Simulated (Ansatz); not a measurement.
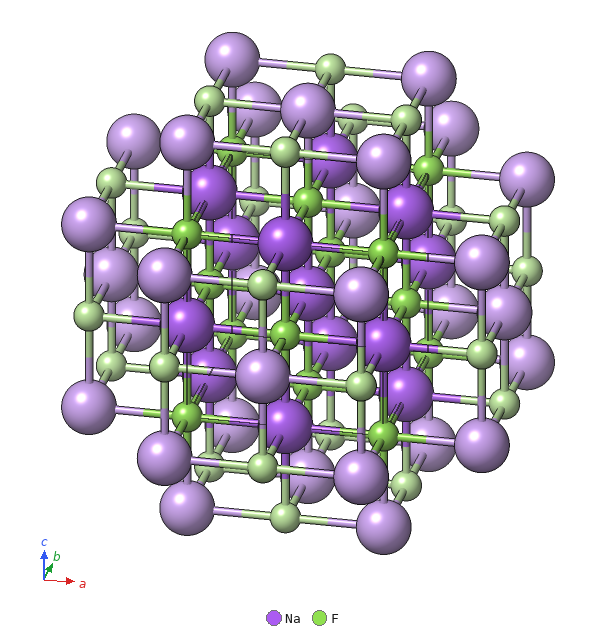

An orthographic ball-and-stick view of the structure, from a general direction. Atoms at the boundary of the conventional unit cell (the box) are drawn once for each face, edge or corner they touch. Bonds that leave the box are completed with the atoms at their other ends, in fainter colours.

NaF, space group Fm-3m (No. 225), a = 4.70 Å, b = 4.70 Å, c = 4.70 Å, α = 90.00°, β = 90.00°, γ = 90.00°.

Setup: DFT PBE, scalar-relativistic, plane waves, PAW in Ansatz 0.2.0; plane waves up to 420 eV, k-points about 0.29 Å⁻¹ apart, Gaussian smearing of 0.02 eV, no spin polarisation.

How large a gap does the method give, if there is one?

Answer. An insulator at this level, with a gap of 6.09 eV, direct.

The cell started as a structure type filled with these elements by a generator (whether the compound takes this form wasn't checked). Earlier steps of the study may have refined or changed the cell and positions. It was the input of a calculation with Ansatz.
